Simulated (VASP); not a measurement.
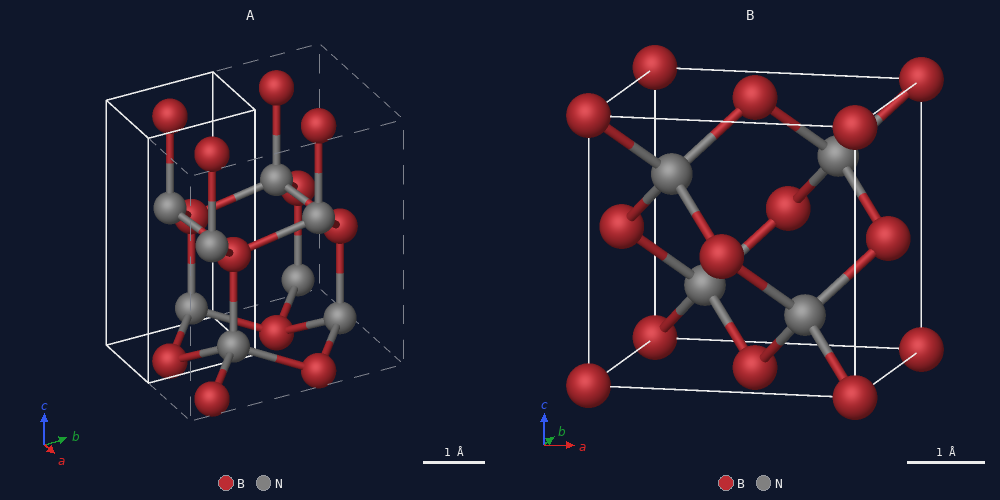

Two structures of BN, each relaxed (cell and atoms) at zero pressure; conventional cells in solid outline, small ones repeated, each panel with its own scale. Alike in all runs: VASP 6.6.1; functional PBEsol; VASP's PAW PBE potentials, release 64 (B_s, N_s); cutoff 480 eV; occupations gaussian, width 0.02 eV; no spin polarisation; no spin-orbit coupling. The k meshes have like spacings.

Give the type and space group of each panel.

A: wurtzite, P6₃mc; B: zinc blende type, F-43m.

Rank them by energy, lowest first.

B, then A (+17 meV/atom), static energies at zero smearing.

Collect the results in a table.

| panel | space group | E − E(lowest) (meV/atom) | volume (Å³/atom) | gap (eV) |
| --- | --- | --- | --- | --- |
| B | F-43m | 0 | 5.9 | 4.30 |
| A | P6₃mc | 17 | 5.9 | 4.96 |

The starts are database entries or structure types tried for this composition, and the most stable form need not be among them. Approximate functionals can misorder forms that lie within a few tens of meV/atom, as they do the rutile and anatase forms of TiO₂. Gaps are the least found on the k-mesh, which can miss the band edges.

Caveat: semilocal functionals give gaps below the measured ones.
